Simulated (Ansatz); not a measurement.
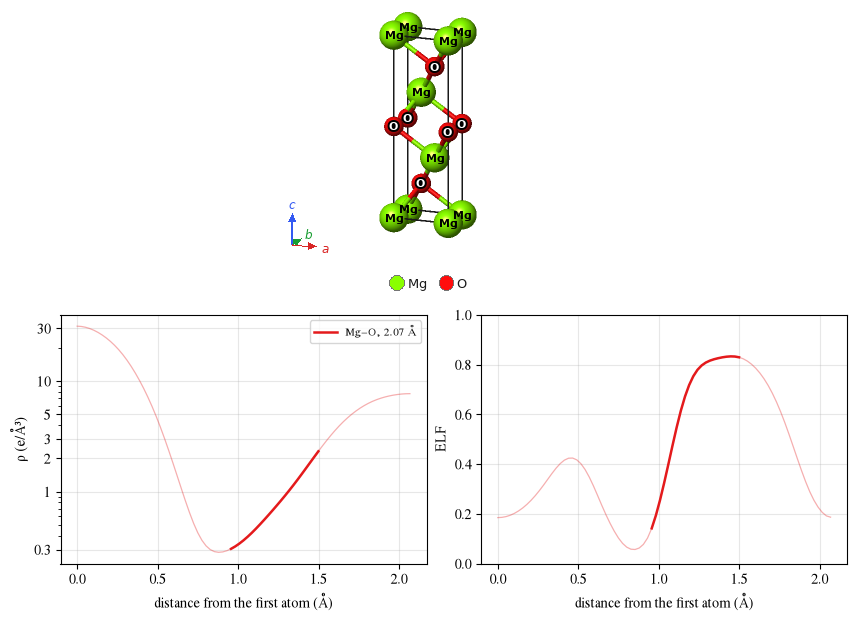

*MgO. Valence pseudo-density and electron localisation function along straight lines between neighbouring atoms. Thin, pale parts lie inside the atomic spheres. The structure is drawn too.*

Space group R-3m; started from the rocksalt prototype, which need not be the ambient phase; changed on purpose from its base cell (epitaxial 111 strain -3.0%); computed pressure about 15 GPa in this cell.

Computed with DFT, PBE, plane waves, PAW (Ansatz 0.2.0).

Core electrons are frozen (PAW), and the valence fields are smoothed inside the atomic spheres.

Input

```
crystal:
  lattice:
    - [0.0561362781, 2.0952386711, 2.0952386711]
    - [2.0952386711, 0.0561362781, 2.0952386711]
    - [2.0952386711, 2.0952386711, 0.0561362781]
  atoms:
    - { symbol: Mg, position: [0.0, 0.0, 0.0] }
    - { symbol: O, position: [0.5, 0.5, 0.5] }
kpoints:
  mp_grid: { grid: [10, 10, 10] }
  band_path:
    path:
      - [0.0, 0.0, 0.0]
      - [0.5, 0.0, 0.5]
      - [0.625, 0.25, 0.625]
      - [0.375, 0.375, 0.75]
      - [0.5, 0.5, 0.5]
      - [0.5, 0.25, 0.75]
    npoints: 1
hamiltonian:
  xc: pbe
scf:
  occupations: { method: fermi_dirac, width: 0.02 }
  n_extra_bands: 4
output:
  forces: true
  stress: true
  eigenvalues: true
  write_density: true
  write_potential: true
  elf: true
  volumetric_format: npy
```

Run with:

```sh
ansatz run input.yaml --threads 2 --pin off --max-ram 20275MiB --backend cpu --events-out ev --progress --plain --runs-dir out
```

Below, planes, directions and counts refer to the conventional cell (a = 2.88 Å, b = 2.88 Å, c = 7.36 Å, α = 90.00°, β = 90.00°, γ = 120.00°).

> What kind of bonding do the profiles show?

Mg–O (2.07 Å): ρ at the midpoint is about 0.36 e/Å³; the ELF peaks at about 0.85 in the valence shell of O, 0.6 Å from its nucleus, and is about 0.30 at the midpoint: a largely ionic contact.
